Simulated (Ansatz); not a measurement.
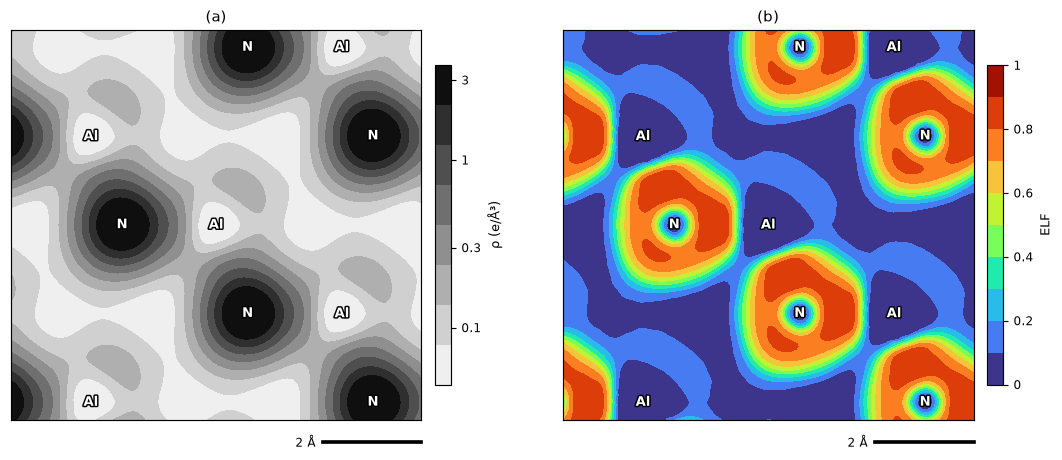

Figure 1: Al$_{16}$N$_{15}$ (cell with a defect). (a) valence electron density; (b) ELF on the (100) plane of the calculation cell.

Spin-polarised.

All numbers below come from Ansatz, DFT PBE, scalar-relativistic, plane waves, PAW.

The density is the valence pseudo-density of a PAW calculation; it isn't the true density close to the nuclei.

```
CELL_PARAMETERS angstrom
-4.40317 4.40317 -4.40317
4.40317 -4.40317 -4.40317
-4.40317 -4.40317 4.40317
ATOMIC_POSITIONS crystal
Al 0.49722 0.24863 0.24732
Al 0.25202 0.25094 0.50065
Al 0.99916 0.24876 0.74926
Al 0.75161 0.99996 0.25301
Al 0.75055 0.25094 0.00211
Al 0.50292 0.99997 0.50171
Al 0.24978 0.99996 0.75108
Al 0.00104 0.74898 0.24967
Al 0.00099 0.99996 0.99987
Al 0.75036 0.75117 0.50046
Al 0.49957 0.74898 0.75113
Al 0.24959 0.50143 0.25067
Al 0.24855 0.75129 0.99864
Al 0.99910 0.49850 0.49822
Al 0.74813 0.49850 0.74920
Al 0.50057 0.50143 0.99969
N 0.25136 0.99996 0.49937
N 0.00007 0.99996 0.75017
N 0.75053 0.74930 0.25024
N 0.74927 0.99996 0.00146
N 0.50014 0.74930 0.50063
N 0.24961 0.74957 0.74903
N 0.00007 0.49996 0.25016
N 0.99894 0.74957 0.99971
N 0.74878 0.49787 0.49887
N 0.50007 0.49996 0.75017
N 0.24933 0.25035 0.25010
N 0.25087 0.50205 0.00097
N 0.00119 0.25063 0.50091
N 0.75081 0.25062 0.75129
N 0.50000 0.25035 0.99943
```

### What do the fields say about this system?

- The section cuts through Al and N sites.
- Al–N (1.90 Å): ρ is about 0.68 e/Å³ halfway; the ELF peaks at about 0.90 in the valence shell of N, 0.8 Å from its nucleus, and is about 0.90 at the midpoint.
- Between the atoms the lowest density in this plane is 0.05 e/Å³.
